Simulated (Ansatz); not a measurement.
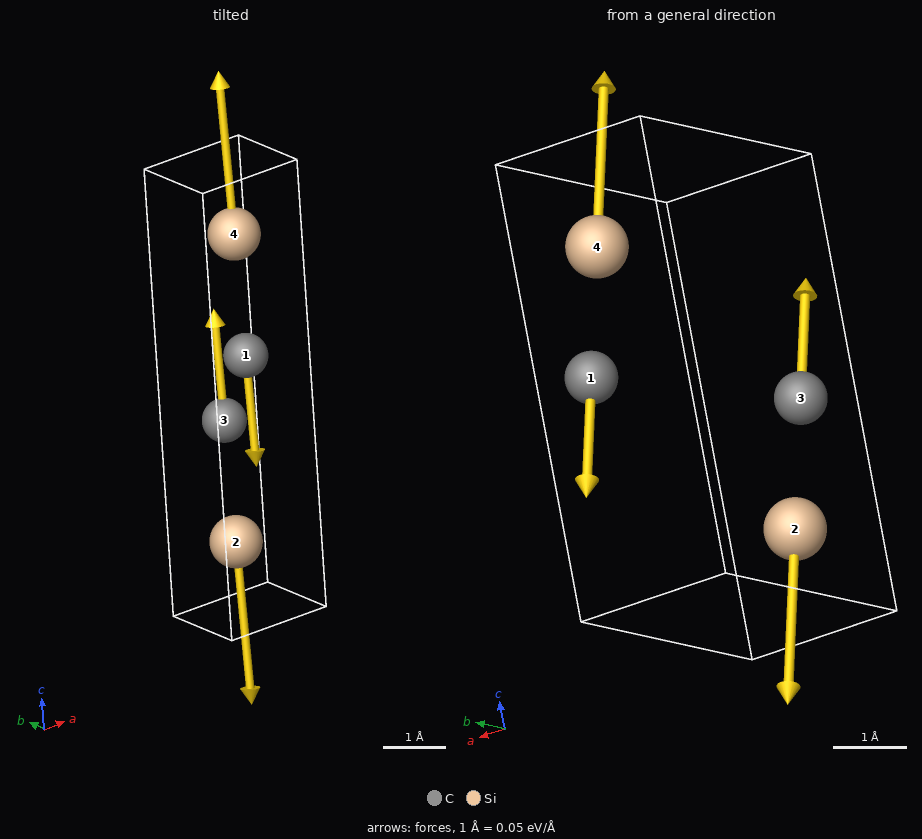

This spheres-only model is shown slightly off an axis and from a general direction. The lines enclose the cell (the run's own, in a reduced setting); boundary atoms appear with their images. The arrows are the computed forces on the atoms.

System: SiC. Results below were computed with Ansatz 0.2.0, DFT, r2SCAN, plane waves, PAW; the settings were wavefunction cutoff 500 eV, k-points about 0.24 Å⁻¹ apart, Fermi-Dirac smearing of 0.02 eV, no spin polarisation.

> Is this an equilibrium geometry?

No. The atoms still feel forces of up to about 0.12 eV/Å, above a usual threshold of 0.01 to 0.03 eV/Å.

> Which atom feels the largest force?

Si2 and Si4, about 0.12 eV/Å.

> On average, how strongly is each element pushed?

Mean magnitudes: about Si 0.12 eV/Å, C 0.076 eV/Å.

Starting structure: a structure type filled with these elements by a generator (whether the compound takes this form wasn't checked). Earlier steps of the study, as a rule a relaxation of our own, may have changed the cell and positions, so they can lie some per cent off the listed ones. An electronic-structure calculation with Ansatz was run on it.
